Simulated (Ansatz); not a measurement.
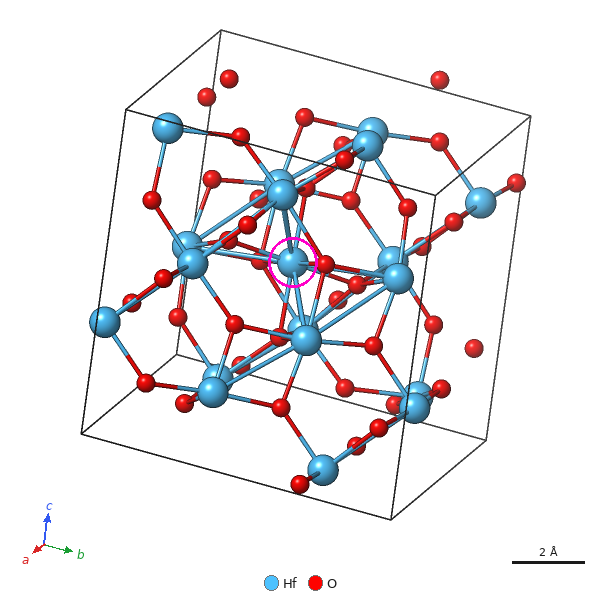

Shown here is a ball-and-stick view of the crystal, taken slightly off an axis. Atoms at the boundary of the supercell (the box) are drawn once for each face, edge or corner they touch. The host is HfO₂, in a cell of 48 sites, and the cell carries a charge of +3. A ring marks the defect's site.

What kind of defect was put in?

An interstitial hafnium atom. It is bonded to six Hf and six O (about 2.8 to 3.1 Å to Hf, 2.0 to 2.1 Å to O). Not all metal-metal contacts are counted.

The calculation used DFT PBEsol, scalar-relativistic, plane waves, PAW in Ansatz 0.2.0, with a kinetic-energy cutoff of 420 eV, a 2×2×2 sampling of the Brillouin zone, Gaussian smearing of 0.01 eV, collinear spins.

Is a magnetic moment found?

Yes, 1.0 μB in the cell.

The atoms were relaxed in the host's cell with DFT PBEsol, scalar-relativistic, plane waves, PAW (Ansatz).
